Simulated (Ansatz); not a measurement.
Sn8O15 (cell charge +1, with a compensating background) (cell with a defect)

```xyz
23
Lattice="4.8272 -4.8272 0.0000 4.8272 4.8272 0.0000 -4.8272 0.0000 6.4763" Properties=species:S:1:pos:R:3 pbc="T T T"
Sn    2.5787    2.2568    1.6188
Sn    2.4025    2.4329    4.8604
Sn    2.4080   -2.3997    1.6188
Sn    2.4026   -2.3943    4.8535
Sn   -0.0179    0.0260    6.3494
Sn    4.8093    0.0262    3.3645
Sn    4.8096   -4.8013    0.0408
Sn   -0.0176    0.0259    3.1968
O     0.9349    3.9007    4.9204
O     0.9371   -0.9288    1.6188
O     0.9351   -0.9265    4.7934
O     4.0287    0.8064    1.6188
O     3.8749    0.9604    4.8945
O     3.8776   -3.8696    1.6188
O    -0.9522    0.9604    4.8195
O     6.2857   -3.2918    0.0352
O     1.4584    1.5354    3.2023
O     6.3218    1.4431    0.0096
O     1.4946   -3.3841    3.2280
O     8.1275   -1.4502    0.0351
O     3.3002    3.3770    3.2025
O     3.3925   -1.4864    0.0095
O     3.3925   -1.4865    3.2280
```

The program warned that a starting moment wasn't kept; spin-polarised.

Theory: DFT PBE, scalar-relativistic, plane waves, PAW in Ansatz.

The density is the valence pseudo-density of a PAW calculation; it isn't the true density close to the nuclei.

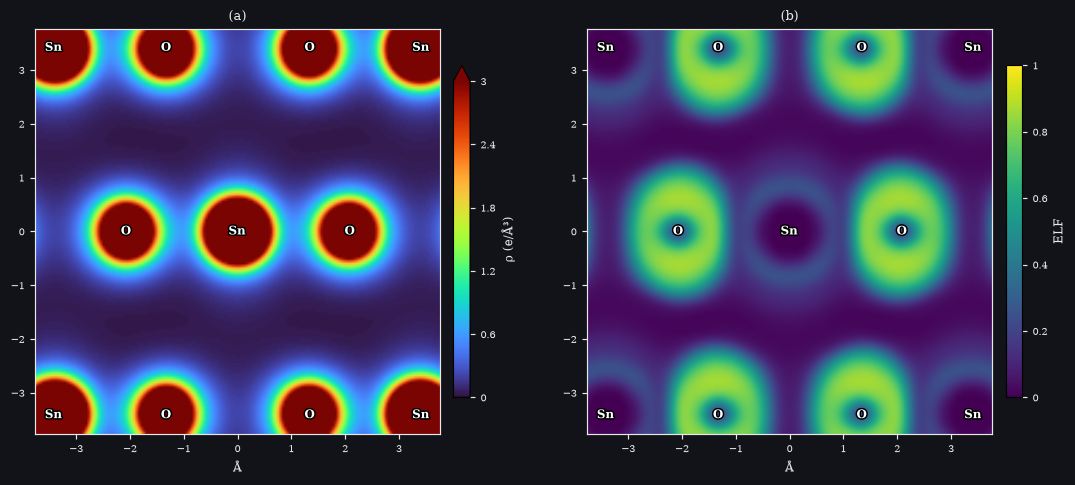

Figure 1. (a) valence charge density (pseudo); (b) electron localisation function on the (001) plane of the calculation cell.

**What do the fields say about this system?**

The section cuts through Sn and O sites.
Sn–O (2.08 Å): ρ is about 0.63 e/Å³ halfway; the ELF peaks at about 0.80 in the valence shell of O, 0.6 Å from its nucleus, and is about 0.25 at the midpoint; no localised pair shows between them.

Between the atoms the lowest density in this plane is 0.03 e/Å³.
The ELF also peaks beside O, away from the bonds: lone-pair regions.

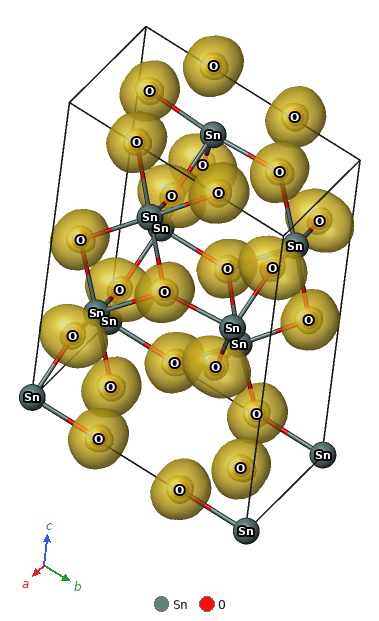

Figure 2. Isosurface of the electron localisation function at 0.7 (yellow), seen slightly off an axis. Only the valence region is drawn (cores and ρ < 0.01 e/Å³ removed). Sticks mark near contacts.

**Where are the electrons localised?**

The surface consists of 15 regions wrapped around O (the valence shell of each), counted in one cell of 23 atoms. Regions shared between cells count once. Profiles from the grid: Sn–O (2.02 Å): the ELF peaks at about 0.80 in the valence shell of O, 0.6 Å from its nucleus, and is about 0.25 at the midpoint (no localised pair shows between them). Sn–O (2.07 Å): the ELF peaks at about 0.80 in the valence shell of O, 0.6 Å from its nucleus, and is about 0.25 at the midpoint; no shared electron pair shows on this line.

**Metal or insulator at this level of theory?**

It is metallic or semimetallic at this level of theory: no gap opens.
